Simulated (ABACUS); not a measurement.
# SiC: band-structure run (part 2 of 2)

The same run, continued: SiC (P6₃mc, 4 atoms in the cell); Kohn-Sham DFT of a periodic cell, r2SCAN, SG15 ONCV 1.2 PBE, no spin polarisation (ABACUS 3.10.1); cutoff 1360.57 eV, 7×7×4 k-mesh, fermi-dirac of 0.05 eV. The structure derives from an entry of the Crystallography Open Database.

Geometry of the input (Å; fractional positions):
```
3.0760  0.0000  0.0000
-1.5380  2.6639  0.0000
0.0000  0.0000  5.0480
Si 0.6667  0.3333  0.5000
Si 0.3333  0.6667  0.0000
C  0.6667  0.3333  0.8850
C  0.3333  0.6667  0.3850
```

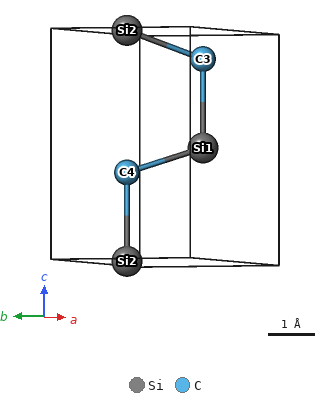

Figure 1. The input geometry (ball-and-stick view of the cell of the calculation, seen at an oblique angle; atoms are numbered from 1 in the order of the input).

**Log, continued**
```
----------------------------------------------------------
 E_KohnSham     -38.5521260879       -524.5285848101
 E_Harris       -38.5555005068       -524.5744961347
 E_Fermi        0.8008135007         10.8956266454
----------------------------------------------------------

 LCAO ALGORITHM --------------- ION=   1  ELEC=   5--------------------------------

 Density error is 0.000228937808151
----------------------------------------------------------
     Energy           Rydberg                 eV
----------------------------------------------------------
 E_KohnSham     -38.5521264960       -524.5285903621
 E_Harris       -38.5522896033       -524.5308095510
 E_Fermi        0.8006183608         10.8929716301
----------------------------------------------------------

 LCAO ALGORITHM --------------- ION=   1  ELEC=   6--------------------------------

 Density error is 2.60159769815e-05
----------------------------------------------------------
     Energy           Rydberg                 eV
----------------------------------------------------------
 E_KohnSham     -38.5521265168       -524.5285906456
 E_Harris       -38.5521003766       -524.5282349892
 E_Fermi        0.8006308380         10.8931413909
----------------------------------------------------------

 LCAO ALGORITHM --------------- ION=   1  ELEC=   7--------------------------------

 Density error is 5.26306356165e-06
----------------------------------------------------------
     Energy           Rydberg                 eV
----------------------------------------------------------
 E_KohnSham     -38.5521265171       -524.5285906497
 E_Harris       -38.5521193180       -524.5284927008
 E_Fermi        0.8006272877         10.8930930874
----------------------------------------------------------

 LCAO ALGORITHM --------------- ION=   1  ELEC=   8--------------------------------

 Density error is 3.33348225226e-07
----------------------------------------------------------
     Energy           Rydberg                 eV
----------------------------------------------------------
 E_KohnSham     -38.5521265171       -524.5285906500
 E_Harris       -38.5521271652       -524.5285994671
 E_Fermi        0.8006265889         10.8930835795
----------------------------------------------------------

 LCAO ALGORITHM --------------- ION=   1  ELEC=   9--------------------------------

 Density error is 5.03069521274e-08
----------------------------------------------------------
     Energy           Rydberg                 eV
----------------------------------------------------------
 E_KohnSham     -38.5521265171       -524.5285906500
 E_KS(sigma->0) -38.5521265171       -524.5285906500
 E_Harris       -38.5521265911       -524.5285916557
 E_band         3.6849959211         50.1369416331
 E_one_elec     10.6489330004        144.8861664254
 E_Hartree      4.7470926493         64.5875089645
 E_xc           -12.1589629616       -165.4311780485
 E_Ewald        -41.7891892052       -568.5710879913
 E_entropy(-TS) -0.0000000000        -0.0000000000
 E_descf        0.0000000000         0.0000000000
 E_exx          0.0000000000         0.0000000000
 E_Fermi        0.8006265932         10.8930836380
----------------------------------------------------------

 charge density convergence is achieved
 final etot is -524.52859065 eV
 EFERMI = 10.893083638 eV

 STATE ENERGY(eV) AND OCCUPATIONS    NSPIN == 1
 1/24 kpoint (Cartesian) = 0.0000 0.0000 0.0000 (1184 pws)
       1       -6.92435      0.0102041
       2       -3.40097      0.0102041
       3       0.610827      0.0102041
       4        8.05898      0.0102041
       5        8.05898      0.0102041
       6        9.45218      0.0102041
       7        9.45218      0.0102041
       8        9.79343      0.0102041
       9        14.7857    1.57737e-36
      10        16.4596    4.55435e-51
      11        16.6326    1.43133e-52
      12        16.6326    1.43133e-52
      13        17.8713    2.49275e-63
      14        18.9947    4.35691e-73
      15        18.9947    4.35691e-73
      16        21.8732        0.00000
      17        21.8732        0.00000
      18        22.8381        0.00000

 2/24 kpoint (Cartesian) = -0.14286 0.082479 0.0000 (1179 pws)
       1       -6.56903      0.0612245
       2       -3.09295      0.0612245
       3       0.946346      0.0612245
       4        6.26865      0.0612245
       5        7.49650      0.0612245
       6        8.13994      0.0612245
       7        9.20996      0.0612245
       8        9.50630      0.0612245
       9        15.1010    1.72667e-38
      10        16.7576    7.04944e-53
      11        17.0726    1.29454e-55
      12        17.3913    2.21003e-58
      13        17.6478    1.30665e-60
      14        19.3700    1.43673e-75
      15        19.9044    3.27809e-80
      16        20.0953    7.20430e-82
      17        21.3977        0.00000
      18        22.3810        0.00000

 3/24 kpoint (Cartesian) = -0.28571 0.16496 0.0000 (1166 pws)
       1       -5.51984      0.0612245
       2       -2.27875      0.0612245
       3        1.76023      0.0612245
       4        3.49695      0.0612245
       5        5.61560      0.0612245
       6        6.58671      0.0612245
       7        8.42748      0.0612245
       8        8.62013      0.0612245
       9        13.6861    3.36763e-26
      10        15.5437    2.46462e-42
      11        17.3967    1.98315e-58
      12        17.8809    1.23543e-62
      13        18.6088    5.87160e-69
      14        19.9640    9.94802e-81
      15        21.0513        0.00000
      16        21.7009        0.00000
      17        22.6126        0.00000
      18        23.2517        0.00000

 4/24 kpoint (Cartesian) = -0.42857 0.24744 0.0000 (1148 pws)
       1       -4.00332      0.0612245
       2       -1.82238      0.0612245
       3        1.23247      0.0612245
       4        3.23077      0.0612245
       5        3.70602      0.0612245
       6        6.02486      0.0612245
       7        6.76648      0.0612245
       8        8.18756      0.0612245
       9        12.7699    3.05817e-18
      10        14.4900    3.50022e-33
      11        17.2739    2.30899e-57
      12        17.4714    4.45295e-59
      13        19.4923    1.24418e-76
      14        20.6924    4.68568e-87
      15        21.2472        0.00000
      16        23.1422        0.00000
      17        24.2796        0.00000
      18        26.5158        0.00000

 5/24 kpoint (Cartesian) = -0.14286 0.24744 0.0000 (1162 pws)
       1       -5.86566      0.0612245
       2       -2.52737      0.0612245
       3        1.55548      0.0612245
       4        4.52010      0.0612245
       5        5.76027      0.0612245
       6        6.99533      0.0612245
       7        8.30247      0.0612245
       8        8.87475      0.0612245
       9        15.6872    1.39753e-43
      10        15.8423    6.28701e-45
      11        17.1447    3.06198e-56
      12        17.2961    1.48158e-57
      13        18.1695    3.84473e-65
      14        19.2998    5.85171e-75
      15        20.4684    4.13671e-85
      16        21.1445        0.00000
      17        22.4373        0.00000
      18        22.7839        0.00000

 6/24 kpoint (Cartesian) = -0.28571 0.32991 0.0000 (1144 pws)
       1       -4.53895       0.122449
       2       -1.77053       0.122449
       3        1.80198       0.122449
       4        3.34911       0.122449
       5        4.15177       0.122449
       6        5.23718       0.122449
       7        7.34800       0.122449
       8        7.51781       0.122449
       9        14.2762    5.03763e-31
      10        15.0544    8.76741e-38
      11        17.5174    3.54730e-59
      12        18.3004    5.60834e-66
      13        18.9253    2.09600e-71
      14        20.4441    1.34633e-84
      15        20.8942        0.00000
      16        22.1671        0.00000
      17        23.7367        0.00000
      18        24.0731        0.00000

[... levels at 18 further k points ...]

 correction force for each atom along direction 1 is -0.00622245
 correction force for each atom along direction 2 is 0.00486725
 correction force for each atom along direction 3 is -0.000102992
------------------------------------------------------------------------------------------
 TOTAL-FORCE (eV/Angstrom)
------------------------------------------------------------------------------------------
                       Si1         0.0000000000         0.0000000000         0.8497299129
                       Si2         0.0000000000         0.0000000000         0.8497299129
                        C1         0.0000000000         0.0000000000        -0.8497299129
                        C2         0.0000000000         0.0000000000        -0.8497299129
------------------------------------------------------------------------------------------

----------------------------------------------------------------
 TOTAL-STRESS (KBAR)
----------------------------------------------------------------
        80.2634960023        -0.0000000000         0.0000000000
         0.0000000000        80.2634960023         0.0000000000
         0.0000000000         0.0000000000        30.1504863241
----------------------------------------------------------------
 TOTAL-PRESSURE: 63.559159 KBAR

 --------------------------------------------
 !FINAL_ETOT_IS -524.5285906499934754 eV
 --------------------------------------------
```

**File mulliken.txt**
```
 0
CALCULATE THE MULLIkEN ANALYSIS FOR EACH ATOM
 Total charge:	16
Decomposed Mulliken populations
0                             Zeta of Si              Spin 1
s                                      0              1.3982
s                                      1             -0.0449
SUM OVER M+Zeta                                       1.3533

pz                                     0              0.5324
px                                     0              0.5823
py                                     0              0.5710
SUM OVER M                                            1.6857
pz                                     1             -0.0538
px                                     1             -0.0450
py                                     1             -0.0321
SUM OVER M                                           -0.1309
SUM OVER M+Zeta                                       1.5548

dz^2                                   0              0.2080
dxz                                    0              0.1436
dyz                                    0              0.1262
dx^2-y^2                               0              0.1687
dxy                                    0              0.1892
SUM OVER M                                            0.8357
SUM OVER M+Zeta                                       0.8357

SUM OVER M+Zeta+L                                     3.7438

Total Charge on atom:                 Si              3.7438


1                             Zeta of Si              Spin 1
s                                      0              1.3856
s                                      1             -0.0481
SUM OVER M+Zeta                                       1.3375

pz                                     0              0.5325
px                                     0              0.5795
py                                     0              0.5654
SUM OVER M                                            1.6775
pz                                     1             -0.0584
px                                     1             -0.0458
py                                     1             -0.0238
SUM OVER M                                           -0.1281
SUM OVER M+Zeta                                       1.5494

dz^2                                   0              0.2090
dxz                                    0              0.1450
dyz                                    0              0.1258
dx^2-y^2                               0              0.1686
dxy                                    0              0.1944
SUM OVER M                                            0.8429
SUM OVER M+Zeta                                       0.8429

SUM OVER M+Zeta+L                                     3.7298

Total Charge on atom:                 Si              3.7298


2                              Zeta of C              Spin 1
s                                      0              1.5002
s                                      1              0.0061
SUM OVER M+Zeta                                       1.5064

pz                                     0              0.9557
px                                     0              0.8827
py                                     0              0.9394
SUM OVER M                                            2.7778
pz                                     1             -0.0393
px                                     1             -0.0496
py                                     1             -0.0115
SUM OVER M                                           -0.1003
SUM OVER M+Zeta                                       2.6775

dz^2                                   0              0.0172
dxz                                    0              0.0180
dyz                                    0              0.0133
dx^2-y^2                               0              0.0162
dxy                                    0              0.0175
SUM OVER M                                            0.0823
SUM OVER M+Zeta                                       0.0823

SUM OVER M+Zeta+L                                     4.2662

Total Charge on atom:                  C              4.2662


3                              Zeta of C              Spin 1
s                                      0              1.5074
s                                      1              0.0071
SUM OVER M+Zeta                                       1.5146

pz                                     0              0.9539
px                                     0              0.8806
py                                     0              0.9267
SUM OVER M                                            2.7612
pz                                     1             -0.0397
px                                     1             -0.0491
py                                     1             -0.0081
SUM OVER M                                           -0.0969
SUM OVER M+Zeta                                       2.6643

dz^2                                   0              0.0160
dxz                                    0              0.0174
dyz                                    0              0.0137
dx^2-y^2                               0              0.0160
dxy                                    0              0.0181
SUM OVER M                                            0.0814
SUM OVER M+Zeta                                       0.0814

SUM OVER M+Zeta+L                                     4.2602

Total Charge on atom:                  C              4.2602
```

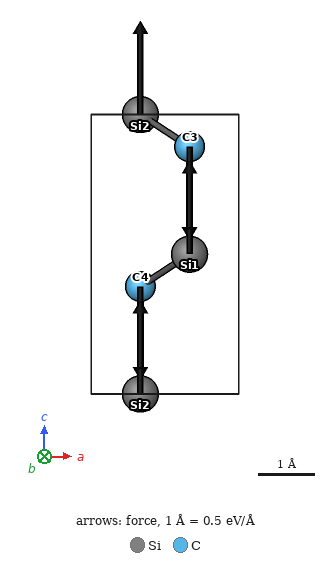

Figure 2. Forces on the atoms as black arrows (ball-and-stick view of the cell of the calculation, along the b axis; atoms are numbered from 1 in the order of the input). The largest act on Si1, Si2 (0.85 eV/Å); C3, C4 (0.85 eV/Å). The geometry is not a stationary point of this energy.

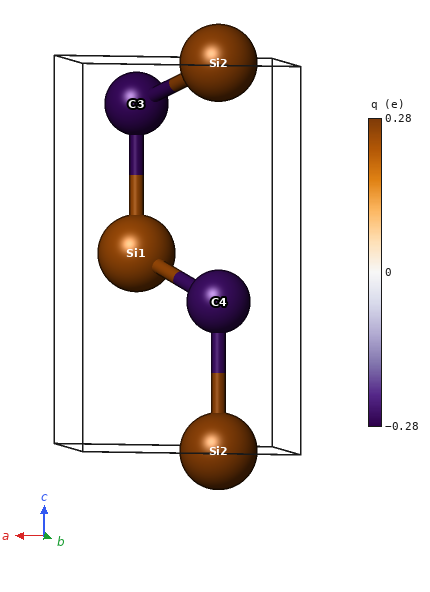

Figure 3. Mulliken charges, as the colour of each atom (ball-and-stick view of the cell of the calculation, seen at an oblique angle; atoms are numbered from 1 in the order of the input). By element: Si +0.26 to +0.27 and C −0.27 to −0.26 e.

**Results in brief**

```csv
quantity,value
outcome,converged
space group (tolerance 0.01 Å),P6₃mc (186)
electrons treated,16
free energy,−524.5286 eV
Fermi energy of the self-consistent step,10.893 eV
gap on the k-point mesh,2.98 eV
pressure,6.36 GPa
largest force (length of the vector),0.850 eV/Å
wall time,19 s (CPU time 76 s)
peak memory,0.4 GiB
```

Points of doubt noted for this run: home made orbitals.
